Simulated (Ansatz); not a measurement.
## Nudged elastic band, with input and output: Mg8HO8 (charge +1) (part 2 of 3)

Continued. System: Mg8HO8 (defect cell, 17 atoms in the cell, total charge +1). Method: DFT PBE, scalar-relativistic, plane waves, PAW, no spin polarisation (Ansatz 0.2.0); cutoff 420 eV, 2×2×2 k-mesh, Gaussian smearing of 0.05 eV. The structure derives from an entry of the Crystallography Open Database. It belongs to a series of runs on one base structure; here: band between the two ends.

Geometry of the input (Å; fractional positions):
```
0.0000  4.2110  4.2110
4.2110  0.0000  4.2110
4.2110  4.2110  0.0000
Mg 0.0088  -0.0106  0.0010
O  0.2593  0.2442  0.2484
Mg 0.0031  -0.0014  0.4993
O  0.2582  0.2469  0.7475
Mg 0.0088  0.5004  0.0010
O  0.2593  0.7477  0.2484
Mg 0.0088  0.5004  0.4901
O  0.2593  0.7477  0.7448
Mg 0.5164  -0.0197  0.0225
O  0.7533  0.2473  0.2517
Mg 0.5164  -0.0197  0.4810
O  0.7533  0.2473  0.7480
Mg 0.5085  0.4968  -0.0025
O  0.7681  0.7436  0.2443
Mg 0.5164  0.5217  0.4810
O  0.7533  0.7511  0.7479
H  0.4601  0.1795  0.6803
```

## The program's output, continued
```
NEB image 2, as the band closes
preconditioner: auto → Resta (q_TF=auto, 2.659 Å⁻¹)  ε∞=3.3  [insulator: Δε(μ)=4.416 eV  Ē_g=16.080 eV  σ=0.050 eV  W_gap=1.00  n_scr=58 (ndim 8)  ℏωp=24.3 eV  f_vac=0.000  D(μ)=0.00/eV (n_scr^D=0)  ε∞_Penn≈3.3]
NEB point 1 about image 2
preconditioner: auto → Resta (q_TF=auto, 2.659 Å⁻¹)  ε∞=3.3  [insulator: Δε(μ)=4.418 eV  Ē_g=16.083 eV  σ=0.050 eV  W_gap=1.00  n_scr=58 (ndim 8)  ℏωp=24.3 eV  f_vac=0.000  D(μ)=0.00/eV (n_scr^D=0)  ε∞_Penn≈3.3]
NEB point 2 about image 2
NEB point 3 about image 2
preconditioner: auto → Resta (q_TF=auto, 2.659 Å⁻¹)  ε∞=3.3  [insulator: Δε(μ)=4.413 eV  Ē_g=16.072 eV  σ=0.050 eV  W_gap=1.00  n_scr=58 (ndim 8)  ℏωp=24.3 eV  f_vac=0.000  D(μ)=0.00/eV (n_scr^D=0)  ε∞_Penn≈3.3]
NEB point 4 about image 2
preconditioner: auto → Resta (q_TF=auto, 2.659 Å⁻¹)  ε∞=3.3  [insulator: Δε(μ)=4.400 eV  Ē_g=16.074 eV  σ=0.050 eV  W_gap=1.00  n_scr=58 (ndim 8)  ℏωp=24.3 eV  f_vac=0.000  D(μ)=0.00/eV (n_scr^D=0)  ε∞_Penn≈3.3]
NEB point 5 about image 2
preconditioner: auto → Resta (q_TF=auto, 2.659 Å⁻¹)  ε∞=3.3  [insulator: Δε(μ)=4.428 eV  Ē_g=16.081 eV  σ=0.050 eV  W_gap=1.00  n_scr=58 (ndim 8)  ℏωp=24.3 eV  f_vac=0.000  D(μ)=0.00/eV (n_scr^D=0)  ε∞_Penn≈3.3]
NEB point 6 about image 2
preconditioner: auto → Resta (q_TF=auto, 2.659 Å⁻¹)  ε∞=3.3  [insulator: Δε(μ)=4.435 eV  Ē_g=16.086 eV  σ=0.050 eV  W_gap=1.00  n_scr=58 (ndim 8)  ℏωp=24.3 eV  f_vac=0.000  D(μ)=0.00/eV (n_scr^D=0)  ε∞_Penn≈3.3]
NEB point 7 about image 2
preconditioner: auto → Resta (q_TF=auto, 2.659 Å⁻¹)  ε∞=3.3  [insulator: Δε(μ)=4.435 eV  Ē_g=16.084 eV  σ=0.050 eV  W_gap=1.00  n_scr=58 (ndim 8)  ℏωp=24.3 eV  f_vac=0.000  D(μ)=0.00/eV (n_scr^D=0)  ε∞_Penn≈3.3]
NEB point 8 about image 2
preconditioner: auto → Resta (q_TF=auto, 2.659 Å⁻¹)  ε∞=3.3  [insulator: Δε(μ)=4.442 eV  Ē_g=16.087 eV  σ=0.050 eV  W_gap=1.00  n_scr=58 (ndim 8)  ℏωp=24.3 eV  f_vac=0.000  D(μ)=0.00/eV (n_scr^D=0)  ε∞_Penn≈3.3]
NEB point 9 about image 2
preconditioner: auto → Resta (q_TF=auto, 2.659 Å⁻¹)  ε∞=3.3  [insulator: Δε(μ)=4.328 eV  Ē_g=16.059 eV  σ=0.050 eV  W_gap=1.00  n_scr=58 (ndim 8)  ℏωp=24.3 eV  f_vac=0.000  D(μ)=0.00/eV (n_scr^D=0)  ε∞_Penn≈3.3]
NEB point 10 about image 2
preconditioner: auto → Resta (q_TF=auto, 2.659 Å⁻¹)  ε∞=3.3  [insulator: Δε(μ)=4.435 eV  Ē_g=16.079 eV  σ=0.050 eV  W_gap=1.00  n_scr=58 (ndim 8)  ℏωp=24.3 eV  f_vac=0.000  D(μ)=0.00/eV (n_scr^D=0)  ε∞_Penn≈3.3]
NEB point 11 about image 2
preconditioner: auto → Resta (q_TF=auto, 2.659 Å⁻¹)  ε∞=3.3  [insulator: Δε(μ)=4.336 eV  Ē_g=16.083 eV  σ=0.050 eV  W_gap=1.00  n_scr=58 (ndim 8)  ℏωp=24.3 eV  f_vac=0.000  D(μ)=0.00/eV (n_scr^D=0)  ε∞_Penn≈3.3]
NEB point 12 about image 2
preconditioner: auto → Resta (q_TF=auto, 2.659 Å⁻¹)  ε∞=3.3  [insulator: Δε(μ)=4.402 eV  Ē_g=16.076 eV  σ=0.050 eV  W_gap=1.00  n_scr=58 (ndim 8)  ℏωp=24.3 eV  f_vac=0.000  D(μ)=0.00/eV (n_scr^D=0)  ε∞_Penn≈3.3]
NEB point 13 about image 2
preconditioner: auto → Resta (q_TF=auto, 2.659 Å⁻¹)  ε∞=3.3  [insulator: Δε(μ)=4.423 eV  Ē_g=16.069 eV  σ=0.050 eV  W_gap=1.00  n_scr=58 (ndim 8)  ℏωp=24.3 eV  f_vac=0.000  D(μ)=0.00/eV (n_scr^D=0)  ε∞_Penn≈3.3]
NEB point 14 about image 2
preconditioner: auto → Resta (q_TF=auto, 2.659 Å⁻¹)  ε∞=3.3  [insulator: Δε(μ)=4.417 eV  Ē_g=16.084 eV  σ=0.050 eV  W_gap=1.00  n_scr=58 (ndim 8)  ℏωp=24.3 eV  f_vac=0.000  D(μ)=0.00/eV (n_scr^D=0)  ε∞_Penn≈3.3]
NEB point 15 about image 2
preconditioner: auto → Resta (q_TF=auto, 2.659 Å⁻¹)  ε∞=3.3  [insulator: Δε(μ)=4.410 eV  Ē_g=16.076 eV  σ=0.050 eV  W_gap=1.00  n_scr=58 (ndim 8)  ℏωp=24.3 eV  f_vac=0.000  D(μ)=0.00/eV (n_scr^D=0)  ε∞_Penn≈3.3]
NEB point 16 about image 2
preconditioner: auto → Resta (q_TF=auto, 2.659 Å⁻¹)  ε∞=3.3  [insulator: Δε(μ)=4.392 eV  Ē_g=16.083 eV  σ=0.050 eV  W_gap=1.00  n_scr=58 (ndim 8)  ℏωp=24.3 eV  f_vac=0.000  D(μ)=0.00/eV (n_scr^D=0)  ε∞_Penn≈3.3]
NEB point 17 about image 2
preconditioner: auto → Resta (q_TF=auto, 2.659 Å⁻¹)  ε∞=3.3  [insulator: Δε(μ)=4.336 eV  Ē_g=16.084 eV  σ=0.050 eV  W_gap=1.00  n_scr=58 (ndim 8)  ℏωp=24.3 eV  f_vac=0.000  D(μ)=0.00/eV (n_scr^D=0)  ε∞_Penn≈3.3]
NEB point 18 about image 2
preconditioner: auto → Resta (q_TF=auto, 2.659 Å⁻¹)  ε∞=3.3  [insulator: Δε(μ)=4.418 eV  Ē_g=16.084 eV  σ=0.050 eV  W_gap=1.00  n_scr=58 (ndim 8)  ℏωp=24.3 eV  f_vac=0.000  D(μ)=0.00/eV (n_scr^D=0)  ε∞_Penn≈3.3]
NEB point 19 about image 2
preconditioner: auto → Resta (q_TF=auto, 2.659 Å⁻¹)  ε∞=3.3  [insulator: Δε(μ)=4.409 eV  Ē_g=16.075 eV  σ=0.050 eV  W_gap=1.00  n_scr=58 (ndim 8)  ℏωp=24.3 eV  f_vac=0.000  D(μ)=0.00/eV (n_scr^D=0)  ε∞_Penn≈3.3]
NEB point between images 0 and 1
preconditioner: auto → Resta (q_TF=auto, 2.659 Å⁻¹)  ε∞=3.3  [insulator: Δε(μ)=4.265 eV  Ē_g=16.104 eV  σ=0.050 eV  W_gap=1.00  n_scr=58 (ndim 8)  ℏωp=24.3 eV  f_vac=0.000  D(μ)=0.00/eV (n_scr^D=0)  ε∞_Penn≈3.3]
NEB point between images 1 and 2
preconditioner: auto → Resta (q_TF=auto, 2.659 Å⁻¹)  ε∞=3.3  [insulator: Δε(μ)=4.309 eV  Ē_g=16.035 eV  σ=0.050 eV  W_gap=1.00  n_scr=58 (ndim 8)  ℏωp=24.3 eV  f_vac=0.000  D(μ)=0.00/eV (n_scr^D=0)  ε∞_Penn≈3.3]
NEB point between images 2 and 3
preconditioner: auto → Resta (q_TF=auto, 2.659 Å⁻¹)  ε∞=3.3  [insulator: Δε(μ)=4.366 eV  Ē_g=16.050 eV  σ=0.050 eV  W_gap=1.00  n_scr=58 (ndim 8)  ℏωp=24.3 eV  f_vac=0.000  D(μ)=0.00/eV (n_scr^D=0)  ε∞_Penn≈3.3]
NEB point between images 3 and 4
preconditioner: auto → Resta (q_TF=auto, 2.659 Å⁻¹)  ε∞=3.3  [insulator: Δε(μ)=4.260 eV  Ē_g=16.106 eV  σ=0.050 eV  W_gap=1.00  n_scr=58 (ndim 8)  ℏωp=24.3 eV  f_vac=0.000  D(μ)=0.00/eV (n_scr^D=0)  ε∞_Penn≈3.3]
NEB point between images 4 and 5
preconditioner: auto → Resta (q_TF=auto, 2.659 Å⁻¹)  ε∞=3.3  [insulator: Δε(μ)=4.279 eV  Ē_g=16.110 eV  σ=0.050 eV  W_gap=1.00  n_scr=58 (ndim 8)  ℏωp=24.3 eV  f_vac=0.000  D(μ)=0.00/eV (n_scr^D=0)  ε∞_Penn≈3.3]
NEB point between images 5 and 6
preconditioner: auto → Resta (q_TF=auto, 2.659 Å⁻¹)  ε∞=3.3  [insulator: Δε(μ)=4.264 eV  Ē_g=16.103 eV  σ=0.050 eV  W_gap=1.00  n_scr=58 (ndim 8)  ℏωp=24.3 eV  f_vac=0.000  D(μ)=0.00/eV (n_scr^D=0)  ε∞_Penn≈3.3]
NEB point between images 0 and 1
preconditioner: auto → Resta (q_TF=auto, 2.659 Å⁻¹)  ε∞=3.3  [insulator: Δε(μ)=4.232 eV  Ē_g=16.108 eV  σ=0.050 eV  W_gap=1.00  n_scr=58 (ndim 8)  ℏωp=24.3 eV  f_vac=0.000  D(μ)=0.00/eV (n_scr^D=0)  ε∞_Penn≈3.3]
NEB point between images 0 and 1
preconditioner: auto → Resta (q_TF=auto, 2.659 Å⁻¹)  ε∞=3.3  [insulator: Δε(μ)=4.313 eV  Ē_g=16.104 eV  σ=0.050 eV  W_gap=1.00  n_scr=58 (ndim 8)  ℏωp=24.3 eV  f_vac=0.000  D(μ)=0.00/eV (n_scr^D=0)  ε∞_Penn≈3.3]
NEB point between images 1 and 2
preconditioner: auto → Resta (q_TF=auto, 2.659 Å⁻¹)  ε∞=3.3  [insulator: Δε(μ)=4.327 eV  Ē_g=16.062 eV  σ=0.050 eV  W_gap=1.00  n_scr=58 (ndim 8)  ℏωp=24.3 eV  f_vac=0.000  D(μ)=0.00/eV (n_scr^D=0)  ε∞_Penn≈3.3]
NEB point between images 1 and 2
preconditioner: auto → Resta (q_TF=auto, 2.659 Å⁻¹)  ε∞=3.3  [insulator: Δε(μ)=4.318 eV  Ē_g=16.036 eV  σ=0.050 eV  W_gap=1.00  n_scr=58 (ndim 8)  ℏωp=24.3 eV  f_vac=0.000  D(μ)=0.00/eV (n_scr^D=0)  ε∞_Penn≈3.3]
NEB point between images 2 and 3
preconditioner: auto → Resta (q_TF=auto, 2.659 Å⁻¹)  ε∞=3.3  [insulator: Δε(μ)=4.383 eV  Ē_g=16.050 eV  σ=0.050 eV  W_gap=1.00  n_scr=58 (ndim 8)  ℏωp=24.3 eV  f_vac=0.000  D(μ)=0.00/eV (n_scr^D=0)  ε∞_Penn≈3.3]
NEB point between images 2 and 3
preconditioner: auto → Resta (q_TF=auto, 2.659 Å⁻¹)  ε∞=3.3  [insulator: Δε(μ)=4.367 eV  Ē_g=16.078 eV  σ=0.050 eV  W_gap=1.00  n_scr=58 (ndim 8)  ℏωp=24.3 eV  f_vac=0.000  D(μ)=0.00/eV (n_scr^D=0)  ε∞_Penn≈3.3]
NEB point between images 4 and 5
preconditioner: auto → Resta (q_TF=auto, 2.659 Å⁻¹)  ε∞=3.3  [insulator: Δε(μ)=4.267 eV  Ē_g=16.109 eV  σ=0.050 eV  W_gap=1.00  n_scr=58 (ndim 8)  ℏωp=24.3 eV  f_vac=0.000  D(μ)=0.00/eV (n_scr^D=0)  ε∞_Penn≈3.3]
NEB point between images 4 and 5
preconditioner: auto → Resta (q_TF=auto, 2.659 Å⁻¹)  ε∞=3.3  [insulator: Δε(μ)=4.282 eV  Ē_g=16.112 eV  σ=0.050 eV  W_gap=1.00  n_scr=58 (ndim 8)  ℏωp=24.3 eV  f_vac=0.000  D(μ)=0.00/eV (n_scr^D=0)  ε∞_Penn≈3.3]
NEB point between images 5 and 6
preconditioner: auto → Resta (q_TF=auto, 2.659 Å⁻¹)  ε∞=3.3  [insulator: Δε(μ)=4.298 eV  Ē_g=16.105 eV  σ=0.050 eV  W_gap=1.00  n_scr=58 (ndim 8)  ℏωp=24.3 eV  f_vac=0.000  D(μ)=0.00/eV (n_scr^D=0)  ε∞_Penn≈3.3]
NEB point between images 5 and 6
preconditioner: auto → Resta (q_TF=auto, 2.659 Å⁻¹)  ε∞=3.3  [insulator: Δε(μ)=4.225 eV  Ē_g=16.104 eV  σ=0.050 eV  W_gap=1.00  n_scr=58 (ndim 8)  ℏωp=24.3 eV  f_vac=0.000  D(μ)=0.00/eV (n_scr^D=0)  ε∞_Penn≈3.3]
NEB iter  11: max|band force component| = 2.144e-2 eV/Å  barrier→ = 0.3546 eV  barrier← = 0.3545 eV  CI = image 2  Δτ_max = 0.0000 Å  (286 SCF iters)
```

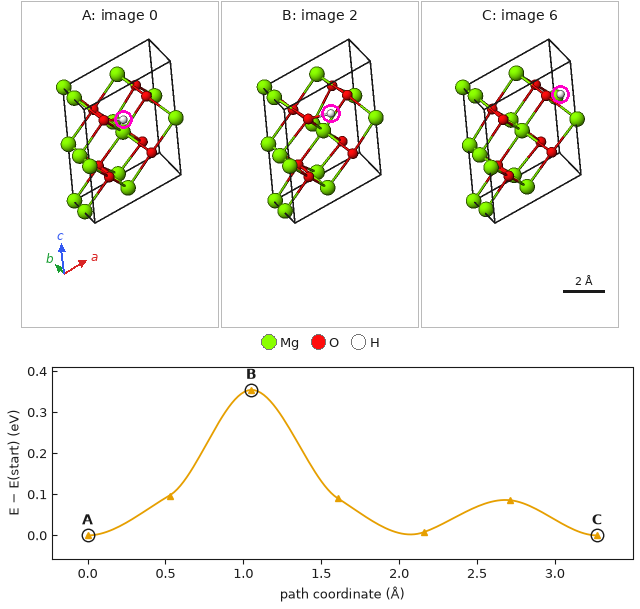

*Images of the last band (counted from 0; ball-and-stick, reduced simulation cell, seen slightly off an axis), with the moving atom and its periodic copies ringed, above the energy along the path; the line is a cubic interpolation that uses the forces.*

The highest image is number 2, 0.355 eV above the start and 0.355 eV above the end (the climbing image); start and end have the same energy. The path is 3.27 Å long, and H17 moves most (2.30 Å). The band converged in 11 iterations.

```
Free energy (F): -19977.082411 eV
Harris-Foulkes:  -19977.082411 eV  (|F-HF|=2.40e-10)
Internal energy: -19977.082411 eV  (E = F + TS)
E sigma→0 (E₀):  -19977.082411 eV
Fermi energy:    10.459593 eV
--- Per-component energies (eV) ---
  E_band       = -2330.664916
  E_kinetic    = 2052.215767
  E_local      = -12859.580837  (includes V_loc(G=0)·N_el)
  E_nonlocal   = 1142.479352
  E_hartree    = 4458.330892
  E_xc         = -843.691057
  E_vxc        = -1081.210596  (∫ρ·V_xc dr)
  E_paw        = -3600.762458  (= ΣΔE_a)
  E_vpaw       = -501.249725  (= ΣTr[D̂ρ^β])
  E_aug_tail   = 0.019040  (compensation charges beyond the density's cutoff)
  E_ewald      = -10326.093110
  E_smearing   = -0.000000  (= −TS)
  E_closure    = 0.000000  (closes the sum)
  E_deformation_potential = 18.573318  (in the stress; not in F)
  Σ components = -19977.082411   (vs F -19977.082411, Δ=0.00e0)
--- Forces (eV/Å), atoms counted from 1 ---
  atom   1  Mg     0.00795880    -0.00600003    -0.00016591
  atom   2  O     -0.00347378    -0.00022862    -0.00117026
[...]
  atom   3  Mg     0.00853670    -0.00690810     0.00107816
  atom   4  O      0.00162093     0.00183542     0.00264015
  atom   5  Mg     0.00287033     0.00148378    -0.00345848
  atom   6  O     -0.00188330     0.00424640    -0.00337433
  atom   7  Mg     0.00060570    -0.00249814    -0.00239550
  atom   8  O     -0.00469865     0.00239033    -0.00390685
  atom   9  Mg    -0.00508960    -0.00307302     0.00414216
  atom  10  O      0.00306203     0.00481768     0.00122370
  atom  11  Mg     0.00241725    -0.00156343     0.00642659
  atom  12  O     -0.00466023    -0.00369626     0.00036294
  atom  13  Mg    -0.00584824     0.00520470    -0.00458583
  atom  14  O     -0.00053227     0.00053088    -0.00129039
  atom  15  Mg    -0.00175800     0.00087077     0.00128920
  atom  16  O     -0.00126800     0.00514955     0.00545087
  atom  17  H      0.00214058    -0.00255861    -0.00226666
  max |Σ_I F_I| component: 3.30e-6 eV/Å
--- Band table (eV; the first three rows and the last of 8) ---
  k-point 0: bands = ["-64.1672", "-64.1640", "-64.0973", "-64.0861", "-63.6743", "-63.6713", "-63.6707", "-63.6677", "-31.0009", "-30.9883", "-30.9468", "-30.9466", "-30.9367", "-30.8907", "-30.8853", "-30.8828", "-30.8342", "-30.8316", "-30.8208", "-30.8127", "-30.4601", "-30.4578", "-30.4576", "-30.4544", "-30.4535", "-30.4466", "-30.4463", "-30.4391", "-30.4094", "-30.4038", "-30.4036", "-30.3981", "-10.0574", "-8.4668", "-8.3943", "-7.8280", "-7.4866", "-7.3793", "-7.3643", "-7.1509", "1.2880", "3.4534", "3.6657", "3.8233", "3.8469", "4.1251", "4.2539", "6.3071", "6.3840", "6.5681", "6.6155", "6.9061", "6.9704", "7.1689", "7.2419", "7.3813", "7.3861", "7.5100", "7.6664", "7.9224", "7.9300", "8.1820", "8.2064", "8.2517", "12.6675", "15.1244", "16.2137", "16.2262", "16.4250", "17.0973", "17.3298", "17.6591", "17.8982", "18.1691", "18.4734", "20.1912", "20.6697", "20.8618", "20.9156", "21.1755", "21.2424"]
  k-point 1: bands = ["-64.1663", "-64.1649", "-64.0969", "-64.0865", "-63.6737", "-63.6715", "-63.6705", "-63.6685", "-30.9850", "-30.9739", "-30.9616", "-30.9434", "-30.9387", "-30.8967", "-30.8876", "-30.8860", "-30.8317", "-30.8295", "-30.8209", "-30.8139", "-30.4616", "-30.4594", "-30.4579", "-30.4557", "-30.4521", "-30.4499", "-30.4271", "-30.4250", "-30.4199", "-30.4179", "-30.4078", "-30.4056", "-9.9400", "-8.4655", "-8.3855", "-7.8525", "-7.6292", "-7.4774", "-7.2707", "-7.2581", "1.4334", "4.1370", "4.2786", "4.4916", "4.6259", "4.6347", "5.1250", "5.5972", "5.9332", "6.1306", "6.2600", "6.4068", "6.5656", "6.6181", "6.7744", "6.9579", "6.9902", "7.0169", "7.2182", "7.3338", "7.7610", "7.9511", "7.9648", "8.0158", "14.1946", "15.4007", "16.9127", "17.7924", "17.8365", "17.8497", "17.9290", "18.0479", "19.3692", "19.5065", "19.8354", "19.8519", "19.9044", "20.0676", "20.6750", "20.8678", "21.0274"]
  k-point 2: bands = ["-64.1671", "-64.1640", "-64.0973", "-64.0862", "-63.6733", "-63.6723", "-63.6695", "-63.6689", "-30.9961", "-30.9916", "-30.9464", "-30.9406", "-30.9327", "-30.8892", "-30.8843", "-30.8828", "-30.8366", "-30.8322", "-30.8204", "-30.8162", "-30.4614", "-30.4596", "-30.4571", "-30.4563", "-30.4444", "-30.4436", "-30.4354", "-30.4338", "-30.4242", "-30.4225", "-30.4012", "-30.4006", "-9.9144", "-8.6262", "-8.1252", "-8.0699", "-7.5163", "-7.5072", "-7.2753", "-7.2602", "1.8536", "4.0819", "4.1409", "4.4496", "4.5162", "4.5288", "5.0238", "5.3320", "5.7278", "5.8895", "6.3676", "6.4310", "6.5881", "6.6443", "6.9011", "6.9361", "7.0477", "7.0987", "7.3984", "7.4045", "7.7933", "7.8551", "8.0164", "8.0320", "15.1281", "15.3134", "17.1942", "17.5493", "17.9733", "18.0035", "18.0545", "18.2109", "18.9793", "19.5461", "19.5665", "19.7193", "19.8099", "19.9056", "20.4067", "20.6624", "20.9589"]
```
